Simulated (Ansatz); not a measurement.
# Run report: Mg₁₂O₁₃, molecular dynamics (part 4 of 4)

Mg₁₂O₁₃ (slab, 25 atoms in the cell); DFT PBE, scalar-relativistic, plane waves, PAW, PAW set soft_1, spin-polarised (Ansatz 0.2.0); cutoff 420 eV, 2×2×1 k-mesh, Fermi–Dirac smearing of 0.05 eV, collinear spins. The structure derives from an entry of the Crystallography Open Database. The input holds or restrains some coordinates. It belongs to a series of runs on one base structure; here: dynamics from the start.

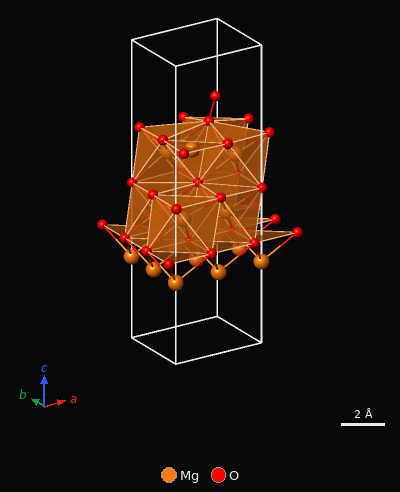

Fig. 1: The geometry at step 58 of the log (polyhedral view of the cell of the calculation, with the vacuum cut short, seen slightly off an axis; polyhedra are completed across the faces of the cell).

**Trajectory as extended XYZ, continued**
```
25
Lattice="6.2866 0.0000 0.0000 3.1433 5.4444 0.0000 0.0000 0.0000 17.4162" Properties=species:S:1:pos:R:3:forces:R:3 step=47 time_fs=70.5 energy=-30475.99724 temperature=202.1
Mg    0.0000    0.0000    1.0000    0.0184  -0.0153   1.6277
O     4.7150    4.5370    2.2832    0.0032   0.0065  -1.6410
Mg    1.5717    2.7222    1.0000    0.0397  -0.0142   1.5633
O     3.1433    1.8148    2.2832    0.1447   0.0158  -1.4201
Mg    3.1433    0.0000    1.0000    0.0151   0.0061   1.5588
O     7.8583    4.5370    2.2832    0.0291  -0.0221  -1.7275
Mg    4.7150    2.7222    1.0000    0.0048  -0.0059   1.5905
O     6.2866    1.8148    2.2832    0.1211  -0.1017  -1.6653
Mg    6.3833    3.6210    3.5670   -0.1453  -0.0726   0.0323
O     7.8984    2.7046    4.6576   -0.3310   0.1063   0.2311
Mg    4.7768    0.8858    3.6251   -0.6894   0.4115  -0.1187
O     6.2156   -0.0816    4.6263    1.1230   0.2355  -0.3517
Mg    3.2266    3.5894    3.6458    0.0040  -0.5898  -0.2830
O     4.9224    2.7502    4.6583   -0.2937  -0.0024   0.0565
Mg    1.6613    0.8842    3.6284   -0.0434   0.2511  -0.2267
O     3.1308   -0.0496    4.6285    0.3880  -0.5034   0.3693
Mg    3.0483    1.7166    6.7148    0.8357  -0.0858   0.0911
O     4.7809    0.8088    6.8579   -0.3562  -0.0257  -0.1282
Mg    4.6598    4.5045    5.9498    0.2657  -0.0112   0.3641
O     6.4524    3.5670    7.2696    0.1008  -0.2397   0.9063
Mg    6.3488    1.5625    5.9426   -0.2766   0.4804   0.2941
O     1.4853    0.7316    7.0080   -0.2297  -0.1225  -0.4852
Mg    8.0171    4.5076    5.9144    0.0056  -0.1156   0.6073
O     3.2418    3.6000    6.9324   -0.4941   0.1658  -0.3912
O     6.6769    3.3154    8.4890   -0.2394   0.2490  -0.8538
25
Lattice="6.2866 0.0000 0.0000 3.1433 5.4444 0.0000 0.0000 0.0000 17.4162" Properties=species:S:1:pos:R:3:forces:R:3 step=51 time_fs=76.5 energy=-30476.00992 temperature=204.8
Mg    0.0000    0.0000    1.0000    0.0464  -0.0222   1.6522
O     4.7150    4.5370    2.2832    0.0287  -0.0286  -1.6708
Mg    1.5717    2.7222    1.0000    0.0618  -0.0336   1.5655
O     3.1433    1.8148    2.2832    0.1570  -0.0178  -1.4170
Mg    3.1433    0.0000    1.0000   -0.0181   0.0300   1.5569
O     7.8583    4.5370    2.2832   -0.0088   0.0086  -1.8457
Mg    4.7150    2.7222    1.0000   -0.0186  -0.0042   1.5776
O     6.2866    1.8148    2.2832    0.0789  -0.0754  -1.6664
Mg    6.3698    3.6211    3.5347   -0.1942  -0.0953   0.3413
O     7.9037    2.7380    4.6397   -0.4835  -0.1280   0.2977
Mg    4.7655    0.8690    3.6047   -0.6165   0.4491   0.0405
O     6.2009   -0.0845    4.6227    1.2309   0.3761  -0.3110
Mg    3.2253    3.5777    3.6566    0.0572  -0.4572  -0.3270
O     4.8999    2.7475    4.6697   -0.1076  -0.0348  -0.0571
Mg    1.6573    0.9015    3.6600   -0.0282   0.1234  -0.2665
O     3.1327   -0.0703    4.6322    0.2842  -0.3468   0.3028
Mg    3.0920    1.7077    6.7208    0.0749  -0.0708   0.0842
O     4.7655    0.8117    6.8661    0.0487  -0.4041  -0.0837
Mg    4.6443    4.4947    5.9717    0.5953   0.1842  -0.0302
O     6.4575    3.5221    7.2859   -0.0033  -0.0433   0.1974
Mg    6.3264    1.5687    5.9630   -0.2824   0.3879   0.1192
O     1.4790    0.7301    6.9887    0.1262   0.1606  -0.4319
Mg    8.0167    4.5040    5.9028   -0.0257  -0.0542   0.6222
O     3.2676    3.5948    6.9217   -0.8914   0.0043  -0.1460
O     6.7130    3.3022    8.4887   -0.1121   0.0923  -0.1043
25
Lattice="6.2866 0.0000 0.0000 3.1433 5.4444 0.0000 0.0000 0.0000 17.4162" Properties=species:S:1:pos:R:3:forces:R:3 step=54 time_fs=81.0 energy=-30476.01049 temperature=228.7
Mg    0.0000    0.0000    1.0000    0.0622  -0.0232   1.6864
O     4.7150    4.5370    2.2832    0.0627  -0.0699  -1.7184
Mg    1.5717    2.7222    1.0000    0.0716  -0.0444   1.5714
O     3.1433    1.8148    2.2832    0.1655  -0.0434  -1.3768
Mg    3.1433    0.0000    1.0000   -0.0395   0.0416   1.5455
O     7.8583    4.5370    2.2832   -0.0437   0.0276  -1.9337
Mg    4.7150    2.7222    1.0000   -0.0299  -0.0047   1.5597
O     6.2866    1.8148    2.2832    0.0390  -0.0441  -1.7005
Mg    6.3549    3.6206    3.5130   -0.1686  -0.1190   0.5294
O     7.8970    2.7628    4.6309   -0.4887  -0.2871   0.3033
Mg    4.7479    0.8600    3.5914   -0.4029   0.3922   0.2017
O     6.2120   -0.0841    4.6156    1.0686   0.4496  -0.2501
Mg    3.2278    3.5671    3.6627    0.0436  -0.3030  -0.3264
O     4.8830    2.7432    4.6776   -0.0180  -0.0618  -0.1086
Mg    1.6587    0.9142    3.6809   -0.0959   0.0259  -0.2339
O     3.1369   -0.0908    4.6360    0.2129  -0.1832   0.2478
Mg    3.1250    1.6988    6.7220   -0.5263   0.0698   0.0608
O     4.7542    0.8117    6.8725    0.4569  -0.7254  -0.0427
Mg    4.6372    4.4892    5.9848    0.7193   0.3211  -0.2825
O     6.4595    3.4877    7.3017   -0.1387   0.1053  -0.4042
Mg    6.3068    1.5817    5.9822   -0.2536   0.2455  -0.0721
O     1.4763    0.7349    6.9672    0.3251   0.2870  -0.3379
Mg    8.0158    4.5003    5.8961    0.0028   0.0426   0.5576
O     3.2742    3.5899    6.9155   -1.0537  -0.0854  -0.0055
O     6.7369    3.2955    8.4918    0.0291  -0.0139   0.5298
25
Lattice="6.2866 0.0000 0.0000 3.1433 5.4444 0.0000 0.0000 0.0000 17.4162" Properties=species:S:1:pos:R:3:forces:R:3 step=58 time_fs=87.0 energy=-30476.03823 temperature=258.9
Mg    0.0000    0.0000    1.0000    0.0730  -0.0235   1.7647
O     4.7150    4.5370    2.2832    0.1109  -0.1277  -1.8126
Mg    1.5717    2.7222    1.0000    0.0706  -0.0493   1.5940
O     3.1433    1.8148    2.2832    0.1653  -0.0775  -1.2829
Mg    3.1433    0.0000    1.0000   -0.0606   0.0475   1.5420
O     7.8583    4.5370    2.2832   -0.0934   0.0433  -2.0362
Mg    4.7150    2.7222    1.0000   -0.0322  -0.0043   1.5391
O     6.2866    1.8148    2.2832   -0.0141   0.0118  -1.7728
Mg    6.3319    3.6237    3.4957   -0.0864  -0.2048   0.6454
O     7.8747    2.7832    4.6268   -0.3631  -0.4034   0.2407
Mg    4.7192    0.8600    3.5827   -0.0413   0.2013   0.3736
O     6.2439   -0.0762    4.6038    0.6885   0.4126  -0.1783
Mg    3.2342    3.5414    3.6680   -0.0855   0.0538  -0.2554
O     4.8521    2.7376    4.6822    0.1142  -0.1441  -0.0990
Mg    1.6580    0.9335    3.7037   -0.2075  -0.1715  -0.1409
O     3.1461   -0.1311    4.6445    0.0843   0.1711   0.1888
Mg    3.1656    1.6931    6.7273   -1.1380   0.1868   0.0433
O     4.7501    0.7974    6.8824    0.7647  -0.9715   0.0393
Mg    4.6406    4.4872    5.9988    0.6206   0.3960  -0.4485
O     6.4641    3.4409    7.3188   -0.1569   0.1656  -0.3296
Mg    6.2742    1.6058    6.0080   -0.0839   0.0511  -0.3164
O     1.4741    0.7527    6.9364    0.5272   0.3304  -0.2149
Mg    8.0148    4.4937    5.8929    0.0368   0.1488   0.4052
O     3.2594    3.5845    6.9023   -0.9160  -0.0475   0.0748
O     6.7708    3.2941    8.5113    0.0229   0.0048   0.4366
25
Lattice="6.2866 0.0000 0.0000 3.1433 5.4444 0.0000 0.0000 0.0000 17.4162" Properties=species:S:1:pos:R:3:forces:R:3 step=62 time_fs=93.0 energy=-30476.05604 temperature=295.8
Mg    0.0000    0.0000    1.0000    0.0754  -0.0197   1.8591
O     4.7150    4.5370    2.2832    0.1419  -0.2032  -1.9003
Mg    1.5717    2.7222    1.0000    0.0565  -0.0474   1.6315
O     3.1433    1.8148    2.2832    0.1638  -0.0928  -1.1645
Mg    3.1433    0.0000    1.0000   -0.0729   0.0437   1.5510
O     7.8583    4.5370    2.2832   -0.1325   0.0482  -2.1055
Mg    4.7150    2.7222    1.0000   -0.0257  -0.0048   1.5156
O     6.2866    1.8148    2.2832   -0.0728   0.0799  -1.8506
Mg    6.3013    3.6252    3.4902    0.0829  -0.3051   0.6153
O     7.8468    2.7984    4.6292   -0.1532  -0.4517   0.1133
Mg    4.6868    0.8684    3.5823    0.3350  -0.0322   0.4574
O     6.2903   -0.0576    4.5885    0.2188   0.2101  -0.0719
Mg    3.2395    3.5130    3.6693   -0.2642   0.4547  -0.1657
O     4.8251    2.7287    4.6929    0.1916  -0.2012  -0.0878
Mg    1.6582    0.9495    3.7259   -0.3427  -0.3014  -0.1047
O     3.1548   -0.1676    4.6461    0.0058   0.5012   0.2035
Mg    3.1927    1.6954    6.7358   -1.1833   0.0134   0.0594
O     4.7582    0.7671    6.8931    0.6117  -0.8931   0.0887
Mg    4.6642    4.4901    6.0022    0.1565   0.2613  -0.3219
O     6.4668    3.3954    7.3282    0.0372   0.2008   0.5828
Mg    6.2451    1.6279    6.0330    0.1204  -0.0946  -0.5016
O     1.4818    0.7791    6.8974    0.5844   0.1984  -0.0877
Mg    8.0160    4.4868    5.8893    0.0250   0.1953   0.2768
O     3.2213    3.5721    6.8937   -0.3325   0.3588  -0.0464
O     6.8001    3.3017    8.5417   -0.2272   0.0812  -0.5460
25
Lattice="6.2866 0.0000 0.0000 3.1433 5.4444 0.0000 0.0000 0.0000 17.4162" Properties=species:S:1:pos:R:3:forces:R:3 step=66 time_fs=99.0 energy=-30476.00157 temperature=272.5
Mg    0.0000    0.0000    1.0000    0.0672  -0.0126   1.9487
O     4.7150    4.5370    2.2832    0.1470  -0.2787  -1.9795
Mg    1.5717    2.7222    1.0000    0.0402  -0.0427   1.6715
O     3.1433    1.8148    2.2832    0.1640  -0.0967  -1.0597
Mg    3.1433    0.0000    1.0000   -0.0722   0.0345   1.5903
O     7.8583    4.5370    2.2832   -0.1420   0.0417  -2.1354
Mg    4.7150    2.7222    1.0000   -0.0187  -0.0102   1.4975
O     6.2866    1.8148    2.2832   -0.1298   0.1305  -1.9260
Mg    6.2714    3.6122    3.4919    0.2617  -0.2872   0.4962
O     7.8167    2.8016    4.6295    0.0841  -0.3798   0.0469
Mg    4.6595    0.8825    3.5940    0.5892  -0.2786   0.4100
O     6.3416   -0.0312    4.5723   -0.3158  -0.1064   0.0621
Mg    3.2385    3.4915    3.6648   -0.4189   0.7798  -0.0774
O     4.8048    2.7218    4.7020    0.2007  -0.2549  -0.0333
Mg    1.6526    0.9560    3.7465   -0.3471  -0.3402  -0.1567
O     3.1579   -0.2022    4.6458    0.0124   0.7552   0.2615
Mg    3.2047    1.6972    6.7408   -0.6700  -0.1604   0.0906
O     4.7801    0.7260    6.9004   -0.0109  -0.4697   0.1880
Mg    4.6966    4.4950    5.9980   -0.3880   0.2321  -0.1867
O     6.4665    3.3545    7.3541   -0.0210   0.3545   0.5412
Mg    6.2141    1.6486    6.0513    0.4161  -0.2756  -0.6841
O     1.4966    0.8170    6.8533    0.4435  -0.0888   0.0200
Mg    8.0113    4.4837    5.8907    0.0380   0.1560   0.0375
O     3.1742    3.5693    6.8864    0.2981   0.5533  -0.1213
O     6.8304    3.3109    8.5616   -0.2277   0.0450  -0.5018
25
Lattice="6.2866 0.0000 0.0000 3.1433 5.4444 0.0000 0.0000 0.0000 17.4162" Properties=species:S:1:pos:R:3:forces:R:3 step=70 time_fs=105.0 energy=-30475.86185 temperature=196.2
Mg    0.0000    0.0000    1.0000    0.0531  -0.0058   2.0150
O     4.7150    4.5370    2.2832    0.1364  -0.3452  -2.0121
Mg    1.5717    2.7222    1.0000    0.0224  -0.0336   1.7094
O     3.1433    1.8148    2.2832    0.1710  -0.0921  -0.9793
Mg    3.1433    0.0000    1.0000   -0.0603   0.0212   1.6498
O     7.8583    4.5370    2.2832   -0.1296   0.0282  -2.1532
Mg    4.7150    2.7222    1.0000   -0.0125  -0.0189   1.4775
O     6.2866    1.8148    2.2832   -0.1847   0.1527  -1.9638
Mg    6.2407    3.5892    3.5002    0.4647  -0.1331   0.3545
O     7.7889    2.7972    4.6292    0.2582  -0.2707   0.0224
Mg    4.6456    0.8980    3.6120    0.6843  -0.5365   0.2929
O     6.3798   -0.0121    4.5636   -0.7596  -0.3688   0.1299
Mg    3.2346    3.4768    3.6563   -0.5541   1.0020   0.0106
O     4.7899    2.7155    4.7101    0.1777  -0.2902   0.0385
Mg    1.6453    0.9570    3.7648   -0.2229  -0.3179  -0.2538
O     3.1613   -0.2278    4.6490    0.0249   0.8686   0.2718
Mg    3.2053    1.6965    6.7505    0.0494  -0.0749   0.0975
O     4.8046    0.6772    6.9032   -0.6514   0.1386   0.3511
Mg    4.7191    4.5065    5.9961   -0.7758   0.2513  -0.2038
O     6.4644    3.3291    7.3945   -0.4260   0.4073  -0.6014
Mg    6.1850    1.6633    6.0578    0.7280  -0.4896  -0.7797
O     1.5188    0.8503    6.8069    0.0547  -0.2829   0.1591
Mg    8.0006    4.4753    5.8931    0.0269   0.0996  -0.3133
O     3.1373    3.5851    6.8755    0.7768   0.2690  -0.0226
O     6.8547    3.3256    8.5683    0.1483   0.0214   0.7029
```

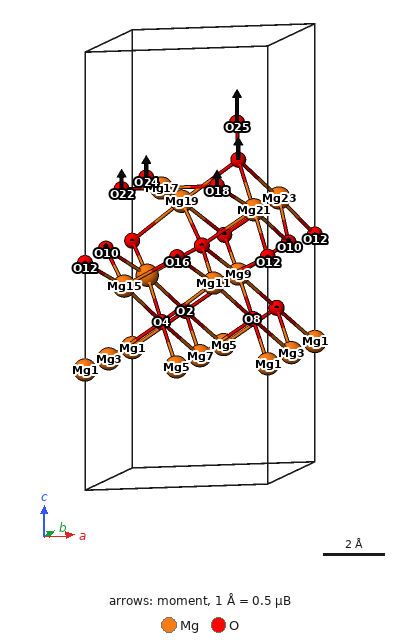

Fig. 2: Magnetic moments of the sites as black arrows (ball-and-stick view of the cell of the calculation, with the vacuum cut short, seen slightly off an axis; atoms are numbered from 1 in the order of the input); small moments hardly show. The run is collinear, so the axis drawn is arbitrary. Site moments: O25 (0.56 μB); O20 (0.39 μB); O24 (0.38 μB); O22 (0.34 μB); O18 (0.28 μB); O10 (0.10 μB); O16 (0.06 μB). They are counted near the atoms and needn't add up to the moment of the cell.

**Summary**

```json
{"quantity": "outcome", "value": "finished"}
{"quantity": "mean temperature over the second half", "value": "220 K"}
{"quantity": "trajectory", "value": "70 steps, 105 fs"}
{"quantity": "ensemble", "value": "nvt_langevin"}
{"quantity": "temperature in the input", "value": "300.0 K"}
{"quantity": "time step", "value": "1.5 fs"}
{"quantity": "electrons treated", "value": "198"}
{"quantity": "potential energy (free energy of the electrons) (last step)", "value": "−30475.8619 eV"}
{"quantity": "Fermi energy (last step)", "value": "0.499 eV"}
{"quantity": "net moment of the cell (last step)", "value": "3.46 μB"}
{"quantity": "integrated absolute moment (last step)", "value": "3.61 μB"}
{"quantity": "largest force (length of the vector) (last step), held atoms and coordinates included", "value": "2.157 eV/Å"}
{"quantity": "hardware", "value": "4 threads of Arm Neoverse V1, 24 GiB of memory available, shared host"}
{"quantity": "wall time", "value": "29 min (CPU time 1.9 h)"}
{"quantity": "peak memory", "value": "1.7 GiB"}
```

**Notes**

The input asks for low accuracy. The k-point mesh is coarse for a cell of this size, so the results may not be converged. So short a trajectory is not equilibrated.
